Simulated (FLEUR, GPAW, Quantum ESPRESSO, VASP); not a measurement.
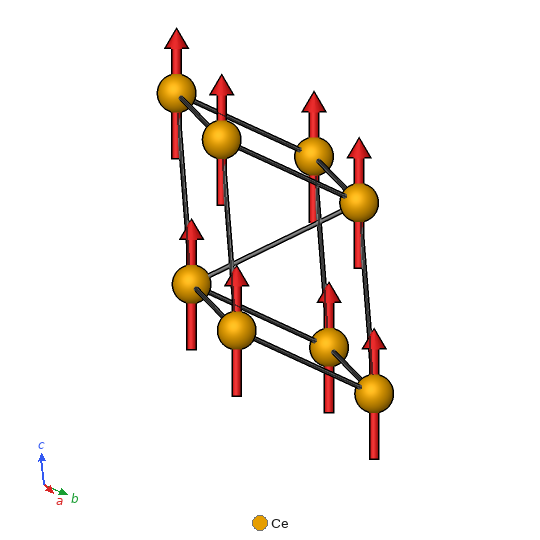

Ce, body-centred cubic (W type), space group Im-3m (No. 229), a = 3.887 Å, b = 3.887 Å, c = 3.887 Å, α = 90.00°, β = 90.00°, γ = 90.00°. The run's cell of 1 atom, with the site moments from FLEUR (all-electron) as arrows (above 0.25 μB; red up, blue down). The cell is a structure listed in the Materials Project. This isn't the form of Ce at room conditions, which is fcc.

One fixed geometry in four programs or potential sets. Alike in all runs: functional PBE; k mesh 10 × 10 × 10 on the run's cell of 1 atom; occupations fermi-dirac, width 0.05 eV; collinear spin, ferromagnetic start; no spin-orbit coupling. All runs are metallic. A dash marks a pressure that wasn't computed or isn't reliable.

```tsv
program	pressure (GPa)	net moment (μB per cell of 1)
FLEUR (all-electron)	-	0.95
Quantum ESPRESSO (SSSP 1.3 efficiency)	-0.3	1.04
VASP (PBE potentials, release 64 Ce)	-0.8	1.00
GPAW (PAW data 1.2.1)	?	?
```

### Estimate the row of GPAW (PAW data 1.2.1).

A pressure of -0.5 GPa and a moment of 1.02 μB. The other rows span -0.8 to -0.3 GPa and 0.95 to 1.04 μB.

### Is this cell larger or smaller than the equilibrium cell of this functional?

Larger: all pressures given are negative (-0.8 to -0.3 GPa), so its volume would shrink, if only a little in a stiff crystal.

Plane-wave pressures hold the error of each finite cutoff. Each run keeps the magnetic state that it reached from a ferromagnetic start.

Notes on single rows: GPAW (PAW data 1.2.1): one-centre terms of the f shell are cut off.

Caveat: semilocal functionals without U treat localised f shells poorly, and where the shell is open runs can settle in different occupations.
